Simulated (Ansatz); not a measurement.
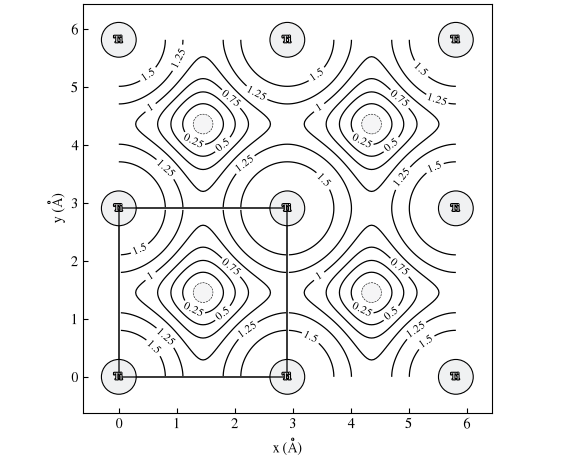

Energy landscape of Si on a Ti(100) slab cut from the Fm-3m phase, its upper half relaxed before the scan (12 atoms of substrate and one adsorbate in a 2 × 2 cell). 
- Si is moved over the surface cell; relaxed at each place: the height of the adsorbate's atoms; substrate rigid; the origin of the map has the adsorbate above Ti9.
- Places are given modulo a cell vector. The map is drawn in real space over the plane of the surface.
- The scan uses a 6 × 6 grid; 10 points were computed and 26 follow by symmetry.
- Places are given in fractions of the 1 × 1 surface cell.
- Energies: eV, counted from the lowest grid point.
- The calculation used DFT PBE, scalar-relativistic, plane waves, PAW (Ansatz 0.2.0). Settings: cutoff 420 eV, k-mesh 5×5×1, gaussian smearing 0.1 eV, no spin polarisation.

Drawn: contour lines labelled in eV, labelled circles for the atoms of the top layer and small ones for the second layer, the outline of one cell of the 2 × 2 shown. Between grid points the surface is interpolated. 

**Where are the wells?**

The lowest grid point is at a fourfold hollow over a second-layer Ti atom, (3/6, 3/6) of the cell vectors. No other kind of well shows on this grid. The highest grid point, the top site over a surface Ti atom, (0/6, 0/6) of the cell vectors, lies 1.72 eV above the lowest. On the interpolated surface the easiest way out of the lowest well to its copy in the next cell or period passes a barrier of about 1.1 eV. At the lowest point the adsorbate has 4 Ti at 2.55 Å as nearest neighbours, at the highest 1 Ti at 2.40 Å. Its relaxed height above the top atom is 1.51 Å at the lowest and 2.40 Å at the highest point.

The input of one point:

```yaml
crystal:
  lattice:
    - [5.8150893847, 0.0, 0.0]
    - [0.0, 5.8150893847, 0.0]
    - [0.0, 0.0, 19.3059825436]
  atoms:
    - { symbol: Ti, position: [0.25, 0.25, 0.2071896621] }
    - { symbol: Ti, position: [0.25, 0.75, 0.2071896621] }
    - { symbol: Ti, position: [0.75, 0.25, 0.2071896621] }
    - { symbol: Ti, position: [0.75, 0.75, 0.2071896621] }
    - { symbol: Ti, position: [0.0, 0.0, 0.3057583574] }
    - { symbol: Ti, position: [0.0, 0.5, 0.3057583574] }
    - { symbol: Ti, position: [0.5, 0.0, 0.3057583574] }
    - { symbol: Ti, position: [0.5, 0.5, 0.3057583574] }
    - { symbol: Ti, position: [0.25, 0.25, 0.4043297214] }
    - { symbol: Ti, position: [0.25, 0.75, 0.4043297214] }
    - { symbol: Ti, position: [0.75, 0.25, 0.4043297214] }
    - { symbol: Ti, position: [0.75, 0.75, 0.4043297214] }
    - { symbol: Si, position: [0.5, 0.5, 0.4767302151] }
basis:
  ecutwfc: 420
kpoints:
  mp_grid: { grid: [5, 5, 1] }
hamiltonian:
  xc: pbe
  pseudopotentials: { kind: paw, azcp: { folder: soft_1 } }
scf:
  occupations: { method: gaussian, width: 0.1 }
output:
  forces: true
  eigenvalues: true
relax:
  adjacent_minimum: "off"
  f_tol: 0.025
  max_steps: 16
  constraints:
    - { sites: [0, 1, 2, 3, 4, 5, 6, 7, 8, 9, 10, 11] }
    - { sites: [12], fix: xy }
efield:
  axis: 3
  dipole_correction: true
  ramp_width: 0.04
```

Each point was launched as `ansatz run input.yaml --threads 4 --pin off --max-ram 12288MiB --backend cpu --events-out ev --progress --plain --runs-dir out`. Time for the 10 points that were run: 11 min on 4 threads of Arm Neoverse V1 (shared host).
